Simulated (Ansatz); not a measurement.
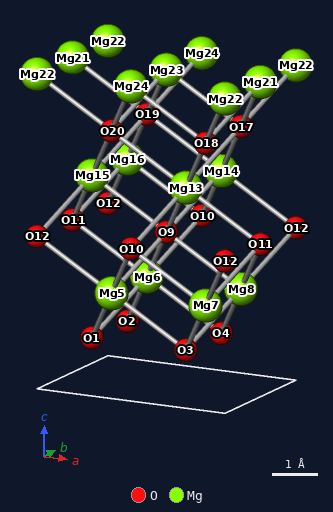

Starting structure of a slab of composition MgO (cut from the Fm-3m phase). A ball-and-stick model of the cell of the calculation, outlined in the plane, without the vacuum, seen slightly off an axis.

Case: clean slab, lower planes held. The slab is the (1 1 1) face of MgO. 12 atoms are held fixed.

Computed with Ansatz 0.2.0, DFT PBE, scalar-relativistic, plane waves, PAW.

The input:
```yaml
crystal:
  lattice:
    - [6.0158464379, 0.0, 0.0]
    - [-3.007923219, 5.2098758405, 0.0]
    - [0.0, 0.0, 22.1398975599]
  atoms:
    - { symbol: O, position: [0.1666666667, 0.3333333333, 0.3613386186] }
    - { symbol: O, position: [0.1666666667, 0.8333333333, 0.3613386186] }
    - { symbol: O, position: [0.6666666667, 0.3333333333, 0.3613386186] }
    - { symbol: O, position: [0.6666666667, 0.8333333333, 0.3613386186] }
    - { symbol: Mg, position: [0.3333333333, 0.1666666667, 0.4168031712] }
    - { symbol: Mg, position: [0.3333333333, 0.6666666667, 0.4168031712] }
    - { symbol: Mg, position: [0.8333333333, 0.1666666667, 0.4168031712] }
    - { symbol: Mg, position: [0.8333333333, 0.6666666667, 0.4168031712] }
    - { symbol: O, position: [0.5, 0.5, 0.4722677237] }
    - { symbol: O, position: [0.5, 0.0, 0.4722677237] }
    - { symbol: O, position: [0.0, 0.5, 0.4722677237] }
    - { symbol: O, position: [0.0, 0.0, 0.4722677237] }
    - { symbol: Mg, position: [0.6666666667, 0.3333333333, 0.5277322763] }
    - { symbol: Mg, position: [0.6666666667, 0.8333333333, 0.5277322763] }
    - { symbol: Mg, position: [0.1666666667, 0.3333333333, 0.5277322763] }
    - { symbol: Mg, position: [0.1666666667, 0.8333333333, 0.5277322763] }
    - { symbol: O, position: [0.8333333333, 0.6666666667, 0.5831968288] }
    - { symbol: O, position: [0.8333333333, 0.1666666667, 0.5831968288] }
    - { symbol: O, position: [0.3333333333, 0.6666666667, 0.5831968288] }
    - { symbol: O, position: [0.3333333333, 0.1666666667, 0.5831968288] }
    - { symbol: Mg, position: [0.0, 0.5, 0.6386613814] }
    - { symbol: Mg, position: [0.0, 0.0, 0.6386613814] }
    - { symbol: Mg, position: [0.5, 0.5, 0.6386613814] }
    - { symbol: Mg, position: [0.5, 0.0, 0.6386613814] }
basis:
  ecutwfc: 420
kpoints:
  mp_grid: { grid: [3, 3, 1] }
hamiltonian:
  xc: pbe
scf:
  occupations: { method: gaussian, width: 0.05 }
output:
  forces: true
  eigenvalues: true
relax:
  adjacent_minimum: "off"
  f_tol: 0.03
  max_steps: 70
  constraints: [{ sites: [0, 1, 2, 3, 4, 5, 6, 7, 8, 9, 10, 11] }]
efield:
  axis: 3
  dipole_correction: true
  ramp_width: 0.04
```

Launched with:
```bash
ansatz run input.yaml --threads 4 --pin off --max-ram 10240MiB --backend cpu --events-out ev --progress --plain --runs-dir out
```

What does the optimiser find from here?

Answer. The largest moves, 0.11 Å, are those of Mg13, Mg14, Mg15 and Mg16. Mg13 goes along the normal (−c). By element the largest moves are Mg 0.11 Å, O 0.04 Å. The cell stays as it was. Among the contacts that change: Mg13–O17 2.127 → 2.216 Å, O10–Mg13 2.127 → 2.065 Å. Among the angles between lasting bonds that change: O10–Mg16–O17 180.0° → 174.4°, Mg13–O20–Mg22 180.0° → 174.6°, O17–Mg16–O19 90.0° → 85.5°. After 4 geometry steps the energy has fallen by 0.407 eV per cell of the calculation. Largest force component: 1.4 eV/Å at the start, 0.002 eV/Å at the end. The run took 47 s on 4 threads of Arm Neoverse V1, with other jobs on the host, peak memory 1.3 GiB.

The end point in the same view:

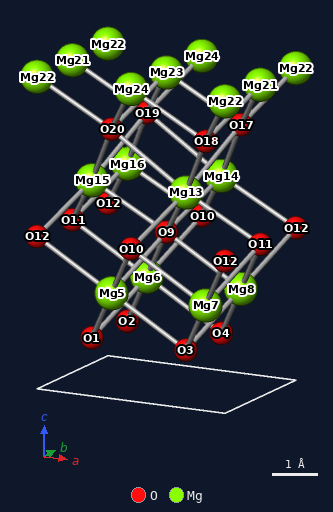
